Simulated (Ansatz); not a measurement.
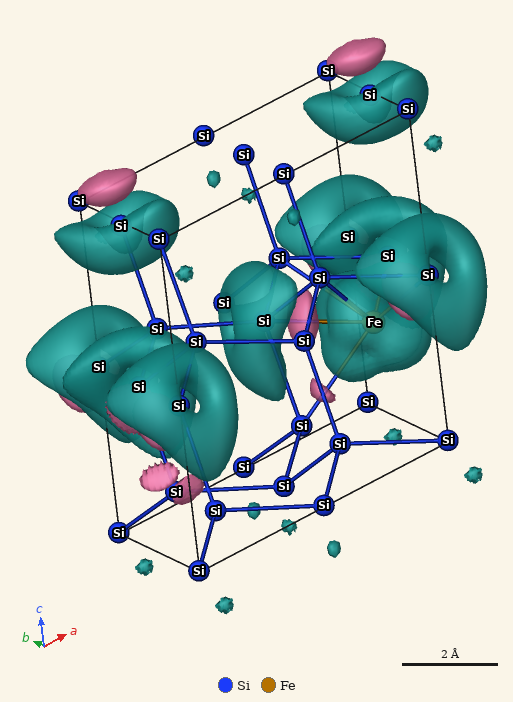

*FeSi16 (cell with a defect). Isosurfaces of the spin density at +0.008 (teal) and −0.008 e/Å³ (pink), seen slightly off an axis. Sticks mark near contacts.*

The SCF solution may not be the lowest one; PAW files of the earlier set (soft_1); spin-polarised.

Theory: Ansatz 0.2.0, DFT PBE-D3(BJ), scalar-relativistic, plane waves, PAW.

Question: Which atoms carry the moments, and with what signs?

Answer: The spin density sits on Fe: +1.7 μB in one cell of 17 atoms: a single local moment. The cell of the calculation (17 atoms) carries 2.1 μB of net spin moment.
